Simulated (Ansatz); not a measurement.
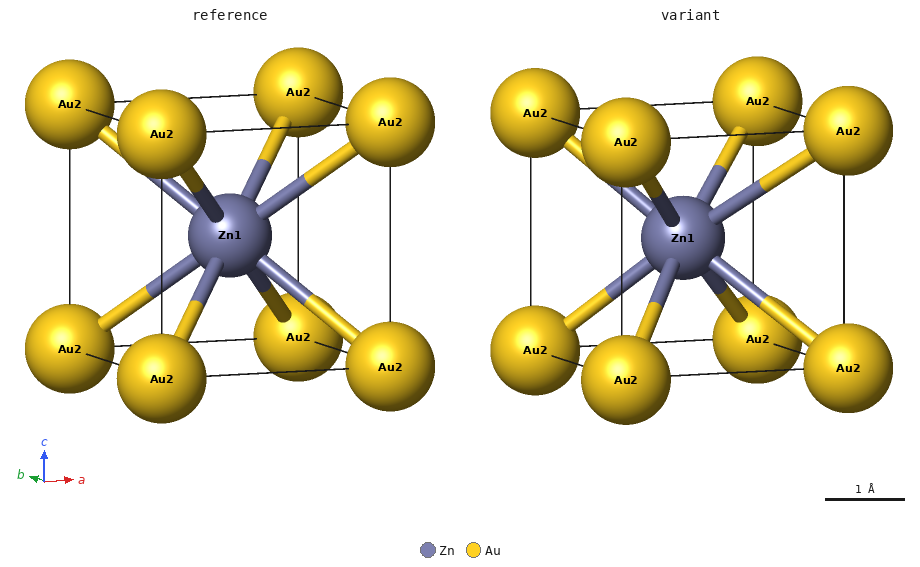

Left: a symmetric starting cell of ZnAu. Right: the same structure after one change, at the same scale. Style: ball-and-stick. Shown: the cell of the calculation, slightly off an axis.

All numbers below come from Ansatz, DFT PBE, scalar-relativistic, plane waves, PAW. Set-up: plane-wave cutoff 420 eV; k-point mesh 12 × 12 × 12; occupations gaussian; smearing width 0.1 eV; no spin polarisation.

Q: What was changed?

A: The cell is strained by −1.3 % along b and −2.8 % across it (volume −6.7 %) and atoms are displaced by 0.15 Å relative to the cell: Au2 0.15 Å along −b, Zn1 0.15 Å along +b. No relaxation follows. The starting cell wasn't computed here and needn't be at equilibrium, so pressure and forces aren't due to the change alone.

Q: And its effect?

A: The pressure is 22.7 GPa (not all of it need come from the change, since the unchanged cell can be under pressure at this level too). The principal stresses (compression positive) are 17.8 GPa along b and 25.1 GPa across it. The largest forces, 1.7 eV/Å, act on Zn1 and Au2; on Au2 it points along +b. The forces point straight back along the displacements (cosine −1.00). Some distances before and after: Au–Zn 2.725 → 2.502 to 2.847 Å. The space group (tolerance 0.01 Å) goes from Pm-3m (No. 221) to P4mm (No. 99).
